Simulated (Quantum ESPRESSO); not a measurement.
# TiAl₃: band-structure run

System: TiAl₃ (4 atoms in the cell).
Method: Kohn-Sham DFT of a periodic cell, PBEsol, PseudoDojo 0.4 SR PBEsol stringent, no spin polarisation (Quantum ESPRESSO 7.5).

The structure derives from a Materials Project entry.

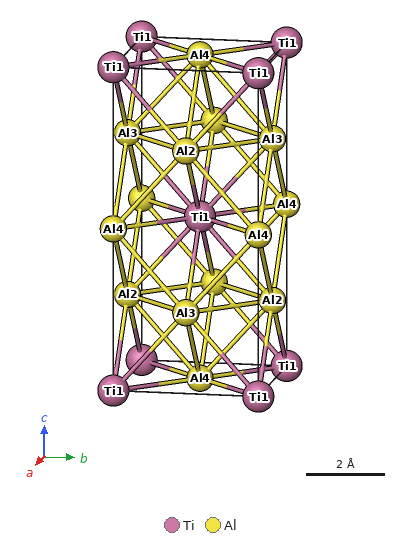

Figure 1. The structure as given in the input (ball-and-stick view of the cell 2 times as large as that of the calculation, set on its symmetry axes, seen slightly off an axis; atoms are numbered from 1 in the order of the input). An atom can appear more than once, as a periodic image. Near neighbours in the periodic cell (some may lie outside the picture): Ti has 12 Al at 2.70 to 2.87 Å; Al has 8 Al at 2.70 to 2.87 Å and 4 Ti at 2.70 to 2.87 Å.

**Input**
```
&CONTROL
  calculation = 'scf'
  prefix = 'pwscf'
  outdir = './tmp'
  pseudo_dir = './pseudo'
  tprnfor = .true.
  tstress = .true.
  disk_io = 'low'
/
&SYSTEM
  ibrav = 0
  celldm(1) = 8
  nat = 4
  ntyp = 2
  ecutwfc = 84
  nbnd = 17
  occupations = 'smearing'
  smearing = 'fd'
  degauss = 0.00367493
/
&ELECTRONS
  conv_thr = 8d-10
  electron_maxstep = 120
  mixing_beta = 0.5
/
ATOMIC_SPECIES
Ti    47.8670 Ti.upf
Al    26.9815 Al.upf
CELL_PARAMETERS alat
 -0.4514335490844   0.4514335490844   1.0111614565269
  0.4514335490844  -0.4514335490844   1.0111614565269
  0.4514335490844   0.4514335490844  -1.0111614565269
ATOMIC_POSITIONS crystal
Ti     0.0000000000    0.0000000000    0.0000000000
Al     0.2500000000    0.7500000000    0.5000000000
Al     0.7500000000    0.2500000000    0.5000000000
Al     0.5000000000    0.5000000000    0.0000000000
K_POINTS automatic
10 10 10 0 0 0
```

**File pp_density.in**
```
&INPUTPP
  prefix = 'pwscf'
  outdir = './tmp'
  filplot = 'density.dat'
  plot_num = 0
/
&PLOT
  nfile = 1
  filepp(1) = 'density.dat'
  iflag = 3
  output_format = 6
  fileout = 'density.cube'
/
```

**File pp_potential.in**
```
&INPUTPP
  prefix = 'pwscf'
  outdir = './tmp'
  filplot = 'potential.dat'
  plot_num = 11
/
&PLOT
  nfile = 1
  filepp(1) = 'potential.dat'
  iflag = 3
  output_format = 6
  fileout = 'potential.cube'
/
```

**File pp_elf.in**
```
&INPUTPP
  prefix = 'pwscf'
  outdir = './tmp'
  filplot = 'elf.dat'
  plot_num = 8
/
&PLOT
  nfile = 1
  filepp(1) = 'elf.dat'
  iflag = 3
  output_format = 6
  fileout = 'elf.cube'
/
```

**File bands.in**
```
&CONTROL
  calculation = 'bands'
  prefix = 'pwscf'
  outdir = './tmp'
  pseudo_dir = './pseudo'
  disk_io = 'low'
  verbosity = 'high'
/
&SYSTEM
  ibrav = 0
  celldm(1) = 8
  nat = 4
  ntyp = 2
  ecutwfc = 84
  nbnd = 17
  occupations = 'smearing'
  smearing = 'fd'
  degauss = 0.00367493
/
&ELECTRONS
  conv_thr = 1d-08
  electron_maxstep = 120
  mixing_beta = 0.5
  diago_full_acc = .true.
  startingwfc = 'random'
/
ATOMIC_SPECIES
Ti    47.8670 Ti.upf
Al    26.9815 Al.upf
CELL_PARAMETERS alat
 -0.4514335490844   0.4514335490844   1.0111614565269
  0.4514335490844  -0.4514335490844   1.0111614565269
  0.4514335490844   0.4514335490844  -1.0111614565269
ATOMIC_POSITIONS crystal
Ti     0.0000000000    0.0000000000    0.0000000000
Al     0.2500000000    0.7500000000    0.5000000000
Al     0.7500000000    0.2500000000    0.5000000000
Al     0.5000000000    0.5000000000    0.0000000000
K_POINTS crystal
60
 0.0000000000  0.0000000000  0.0000000000 1
 0.0000000000  0.0000000000  0.0625000000 1
 0.0000000000  0.0000000000  0.1250000000 1
 0.0000000000  0.0000000000  0.1875000000 1
 0.0000000000  0.0000000000  0.2500000000 1
 0.0000000000  0.0000000000  0.3125000000 1
 0.0000000000  0.0000000000  0.3750000000 1
 0.0000000000  0.0000000000  0.4375000000 1
 0.0000000000  0.0000000000  0.5000000000 1
-0.0996590294  0.0996590294  0.5000000000 1
-0.1396931265  0.1396931265  0.4599659029 1
-0.1797272235  0.1797272235  0.4199318059 1
-0.2197613206  0.2197613206  0.3798977088 1
-0.2597954177  0.2597954177  0.3398636118 1
-0.2998295147  0.2998295147  0.2998295147 1
-0.2623508254  0.2623508254  0.2623508254 1
-0.2248721360  0.2248721360  0.2248721360 1
-0.1873934467  0.1873934467  0.1873934467 1
-0.1499147574  0.1499147574  0.1499147574 1
-0.1124360680  0.1124360680  0.1124360680 1
-0.0749573787  0.0749573787  0.0749573787 1
-0.0374786893  0.0374786893  0.0374786893 1
 0.0000000000  0.0000000000  0.0000000000 1
 0.1000000000  0.1000000000 -0.1000000000 1
 0.2000000000  0.2000000000 -0.2000000000 1
 0.3000000000  0.3000000000 -0.3000000000 1
 0.4000000000  0.4000000000 -0.4000000000 1
 0.5000000000  0.5000000000 -0.5000000000 1
 0.4599659029  0.5400340971 -0.4599659029 1
 0.4199318059  0.5800681941 -0.4199318059 1
 0.3798977088  0.6201022912 -0.3798977088 1
 0.3398636118  0.6601363882 -0.3398636118 1
 0.2998295147  0.7001704853 -0.2998295147 1
 0.1998863431  0.6334469902 -0.1998863431 1
 0.0999431716  0.5667234951 -0.0999431716 1
 0.0000000000  0.5000000000  0.0000000000 1
 0.0357142857  0.4642857143  0.0357142857 1
 0.0714285714  0.4285714286  0.0714285714 1
 0.1071428571  0.3928571429  0.1071428571 1
 0.1428571429  0.3571428571  0.1428571429 1
 0.1785714286  0.3214285714  0.1785714286 1
 0.2142857143  0.2857142857  0.2142857143 1
 0.2500000000  0.2500000000  0.2500000000 1
 0.3125000000  0.3125000000  0.1625852426 1
 0.3750000000  0.3750000000  0.0751704853 1
 0.4375000000  0.4375000000 -0.0122442721 1
 0.5000000000  0.5000000000 -0.0996590294 1
 0.5000000000  0.5000000000 -0.1441413595 1
 0.5000000000  0.5000000000 -0.1886236896 1
 0.5000000000  0.5000000000 -0.2331060196 1
 0.5000000000  0.5000000000 -0.2775883497 1
 0.5000000000  0.5000000000 -0.3220706797 1
 0.5000000000  0.5000000000 -0.3665530098 1
 0.5000000000  0.5000000000 -0.4110353399 1
 0.5000000000  0.5000000000 -0.4555176699 1
 0.5000000000  0.5000000000 -0.5000000000 1
 0.0000000000  0.0000000000  0.5000000000 1
 0.0833333333  0.0833333333  0.4166666667 1
 0.1666666667  0.1666666667  0.3333333333 1
 0.2500000000  0.2500000000  0.2500000000 1
```

Machine: 2 threads of Arm Neoverse V2, 24 GiB of memory available, shared host.

Command:
```bash
OMP_NUM_THREADS=1 mpirun -n 2 pw.x -nk 2 -in pw.in > pw.out
OMP_NUM_THREADS=1 mpirun -n 1 pp.x -in pp_density.in > pp_density.out
OMP_NUM_THREADS=1 mpirun -n 1 pp.x -in pp_potential.in > pp_potential.out
OMP_NUM_THREADS=1 mpirun -n 1 pp.x -in pp_elf.in > pp_elf.out
OMP_NUM_THREADS=1 mpirun -n 2 pw.x -nk 2 -in bands.in > bands.out
```

**The program's output**
```
This program is part of the open-source Quantum ESPRESSO suite
     for quantum simulation of materials; please cite
         "P. Giannozzi et al., J. Phys.:Condens. Matter 21 395502 (2009);
         "P. Giannozzi et al., J. Phys.:Condens. Matter 29 465901 (2017);
         "P. Giannozzi et al., J. Chem. Phys. 152 154105 (2020);
          URL
     in publications or presentations arising from this work. More details at

     Message from routine setup:
     using ibrav=0 with symmetry is DISCOURAGED, use correct ibrav instead

     K-points division:     npool     =       2
     Subspace diagonalization in iterative solution of the eigenvalue problem:
     a serial algorithm will be used

     G-vector sticks info
     --------------------
     sticks:   dense  smooth     PW     G-vecs:    dense   smooth      PW
     Sum        2195    2195    707                43839    43839    8067

     Using Slab Decomposition

     bravais-lattice index     =            0
     lattice parameter (alat)  =       8.0000  a.u.
     unit-cell volume          =     422.0249 (a.u.)^3
     number of atoms/cell      =            4
     number of atomic types    =            2
     number of electrons       =        21.00
     number of Kohn-Sham states=           17
     kinetic-energy cutoff     =      84.0000  Ry
     charge density cutoff     =     336.0000  Ry
     scf convergence threshold =      8.0E-10
     mixing beta               =       0.5000
     number of iterations used =            8  plain     mixing
     Exchange-correlation= PBESOL
                           (   1   4  10   8   0   0   0)

     celldm(1)=   8.000000  celldm(2)=   0.000000  celldm(3)=   0.000000
     celldm(4)=   0.000000  celldm(5)=   0.000000  celldm(6)=   0.000000

     crystal axes: (cart. coord. in units of alat)
               a(1) = (  -0.451434   0.451434   1.011161 )
               a(2) = (   0.451434  -0.451434   1.011161 )
               a(3) = (   0.451434   0.451434  -1.011161 )

     reciprocal axes: (cart. coord. in units 2 pi/alat)
               b(1) = (  0.000000  1.107583  0.494481 )
               b(2) = (  1.107583  0.000000  0.494481 )
               b(3) = (  1.107583  1.107583  0.000000 )

     PseudoPot. # 1 for Ti read from file:
     Ti.upf
     Pseudo is Norm-conserving + core correction, Zval = 12.0
     Generated using ONCVPSP code by D. R. Hamann
     Using radial grid of 1586 points,  6 beta functions with:
                l(1) =   0
                l(2) =   0
                l(3) =   1
                l(4) =   1
                l(5) =   2
                l(6) =   2

     PseudoPot. # 2 for Al read from file:
     Al.upf
     Pseudo is Norm-conserving + core correction, Zval =  3.0
     Generated using ONCVPSP code by D. R. Hamann
     Using radial grid of 1876 points,  6 beta functions with:
                l(1) =   0
                l(2) =   0
                l(3) =   1
                l(4) =   1
                l(5) =   2
                l(6) =   2

     atomic species   valence    mass     pseudopotential
     Ti               12.00    47.86700     Ti( 1.00)
     Al                3.00    26.98150     Al( 1.00)

     16 Sym. Ops., with inversion, found

   Cartesian axes

     site n.     atom                  positions (alat units)
         1        Ti     tau(   1) = (   0.0000000   0.0000000   0.0000000  )
         2        Al     tau(   2) = (   0.4514335  -0.0000000   0.5055807  )
         3        Al     tau(   3) = (   0.0000000   0.4514335   0.5055807  )
         4        Al     tau(   4) = (   0.0000000   0.0000000   1.0111615  )

     number of k points=   102  Fermi-Dirac smearing, width (Ry)=  0.0037

     Number of k-points >= 100: set verbosity='high' to print them.

     Dense  grid:    43839 G-vectors     FFT dimensions: (  60,  60,  60)

     Initial potential from superposition of free atoms

     starting charge      20.9915, renormalised to      21.0000
     Starting wfcs are   22 randomized atomic wfcs

     Self-consistent Calculation

     iteration #  1     ecut=    84.00 Ry     beta= 0.50
     Davidson diagonalization with overlap
     ethr =  1.00E-02,  avg # of iterations =  3.9

     Threshold (ethr) on eigenvalues was too large:
     Diagonalizing with lowered threshold

     Davidson diagonalization with overlap
     ethr =  1.76E-04,  avg # of iterations =  4.9

     total energy              =    -132.64111615 Ry
     estimated scf accuracy    <       0.04087981 Ry

     iteration #  2     ecut=    84.00 Ry     beta= 0.50
     Davidson diagonalization with overlap
     ethr =  1.95E-04,  avg # of iterations =  1.0

     total energy              =    -132.64066843 Ry
     estimated scf accuracy    <       0.00649807 Ry

     iteration #  3     ecut=    84.00 Ry     beta= 0.50
     Davidson diagonalization with overlap
     ethr =  3.09E-05,  avg # of iterations =  3.8

     total energy              =    -132.64061114 Ry
     estimated scf accuracy    <       0.00858650 Ry

     iteration #  4     ecut=    84.00 Ry     beta= 0.50
     Davidson diagonalization with overlap
     ethr =  3.09E-05,  avg # of iterations =  1.8

     total energy              =    -132.64176272 Ry
     estimated scf accuracy    <       0.00021899 Ry

     iteration #  5     ecut=    84.00 Ry     beta= 0.50
     Davidson diagonalization with overlap
     ethr =  1.04E-06,  avg # of iterations =  5.6

     total energy              =    -132.64179781 Ry
     estimated scf accuracy    <       0.00008148 Ry

     iteration #  6     ecut=    84.00 Ry     beta= 0.50
     Davidson diagonalization with overlap
     ethr =  3.88E-07,  avg # of iterations =  1.9

     total energy              =    -132.64181075 Ry
     estimated scf accuracy    <       0.00000068 Ry

     iteration #  7     ecut=    84.00 Ry     beta= 0.50
     Davidson diagonalization with overlap
     ethr =  3.25E-09,  avg # of iterations =  4.6

     total energy              =    -132.64181126 Ry
     estimated scf accuracy    <       0.00000005 Ry

     iteration #  8     ecut=    84.00 Ry     beta= 0.50
     Davidson diagonalization with overlap
     ethr =  2.51E-10,  avg # of iterations =  2.5

     total energy              =    -132.64181128 Ry
     estimated scf accuracy    <          9.3E-09 Ry

     iteration #  9     ecut=    84.00 Ry     beta= 0.50
     Davidson diagonalization with overlap
     ethr =  4.41E-11,  avg # of iterations =  2.8

     total energy              =    -132.64181128 Ry
     estimated scf accuracy    <          2.1E-09 Ry

     iteration # 10     ecut=    84.00 Ry     beta= 0.50
     Davidson diagonalization with overlap
     ethr =  9.94E-12,  avg # of iterations =  2.2

     End of self-consistent calculation

     Number of k-points >= 100: set verbosity='high' to print the bands.

     the Fermi energy is     9.6133 ev

!    total energy              =    -132.64181128 Ry
     estimated scf accuracy    <          3.6E-10 Ry
     smearing contrib. (-TS)   =      -0.00098354 Ry
     internal energy E=F+TS    =    -132.64082774 Ry

     The total energy is F=E-TS. E is the sum of the following terms:
     one-electron contribution =     -61.12151716 Ry
     hartree contribution      =      38.07990046 Ry
     xc contribution           =     -23.94457043 Ry
     ewald contribution        =     -85.65464062 Ry

     convergence has been achieved in  10 iterations

     Forces acting on atoms (cartesian axes, Ry/au):

     atom    1 type  1   force =    -0.00000000   -0.00000000    0.00000000
     atom    2 type  2   force =    -0.00000000   -0.00000000   -0.00000000
     atom    3 type  2   force =    -0.00000000    0.00000000    0.00000000
     atom    4 type  2   force =    -0.00000000   -0.00000000    0.00000000

     Total force =     0.000000     Total SCF correction =     0.000000

     Computing stress (Cartesian axis) and pressure

          total   stress  (Ry/bohr**3)                   (kbar)     P=       -5.86
  -0.00003817   0.00000000   0.00000000           -5.62        0.00        0.00
   0.00000000  -0.00003817  -0.00000000            0.00       -5.62       -0.00
   0.00000000   0.00000000  -0.00004319            0.00        0.00       -6.35

=------------------------------------------------------------------------------=
   JOB DONE.
=------------------------------------------------------------------------------=
```

**File pp_density.out**
```
This program is part of the open-source Quantum ESPRESSO suite
     for quantum simulation of materials; please cite
         "P. Giannozzi et al., J. Phys.:Condens. Matter 21 395502 (2009);
         "P. Giannozzi et al., J. Phys.:Condens. Matter 29 465901 (2017);
         "P. Giannozzi et al., J. Chem. Phys. 152 154105 (2020);
          URL
     in publications or presentations arising from this work. More details at

     ./tmp/pwscf.save/

     IMPORTANT: XC functional enforced from input :
     Exchange-correlation= PBESOL
                           (   1   4  10   8   0   0   0)
     Any further DFT definition will be discarded
     Please, verify this is what you really want

     G-vector sticks info
     --------------------
     sticks:   dense  smooth     PW     G-vecs:    dense   smooth      PW
     Sum        2195    2195    707                43839    43839    8067

     Using Slab Decomposition

     Calling punch_plot, plot_num =   0
     Writing data to file  density.dat
     Reading data from file  density.dat

     Writing data to be plotted to file density.cube
     Plot Type: 3D                     Output format: Gaussian cube

=------------------------------------------------------------------------------=
   JOB DONE.
=------------------------------------------------------------------------------=
```

**File pp_potential.out**
```
This program is part of the open-source Quantum ESPRESSO suite
     for quantum simulation of materials; please cite
         "P. Giannozzi et al., J. Phys.:Condens. Matter 21 395502 (2009);
         "P. Giannozzi et al., J. Phys.:Condens. Matter 29 465901 (2017);
         "P. Giannozzi et al., J. Chem. Phys. 152 154105 (2020);
          URL
     in publications or presentations arising from this work. More details at

     ./tmp/pwscf.save/

     IMPORTANT: XC functional enforced from input :
     Exchange-correlation= PBESOL
                           (   1   4  10   8   0   0   0)
     Any further DFT definition will be discarded
     Please, verify this is what you really want

     G-vector sticks info
     --------------------
     sticks:   dense  smooth     PW     G-vecs:    dense   smooth      PW
     Sum        2195    2195    707                43839    43839    8067

     Using Slab Decomposition

     Calling punch_plot, plot_num =  11
     Writing data to file  potential.dat
     Reading data from file  potential.dat

     Writing data to be plotted to file potential.cube
     Plot Type: 3D                     Output format: Gaussian cube

=------------------------------------------------------------------------------=
   JOB DONE.
=------------------------------------------------------------------------------=
```

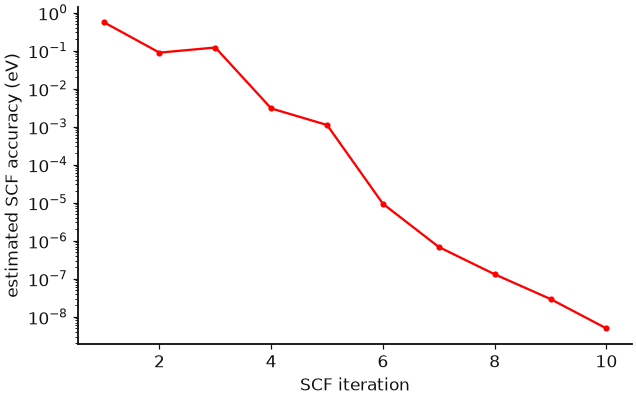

Figure 2. Convergence of the self-consistent field: estimated SCF accuracy against the iteration. The field takes 10 iterations in all.

**Summary**

| quantity | value |
| --- | --- |
| outcome | converged |
| space group (tolerance 0.01 Å) | I4/mmm (139) |
| electrons treated | 21 |
| free energy | −1804.6838 eV |
| Fermi energy | 9.613 eV |
| gap on the k-point mesh | none (metallic) |
| pressure | −0.59 GPa |
| largest force (length of the vector) | under 0.001 eV/Å |
| wall time | 4.1 min (CPU time 8 min) |
| peak memory | 0.36 GiB |

**Notes**

Further notes kept with the run: eigenvalues not converged.
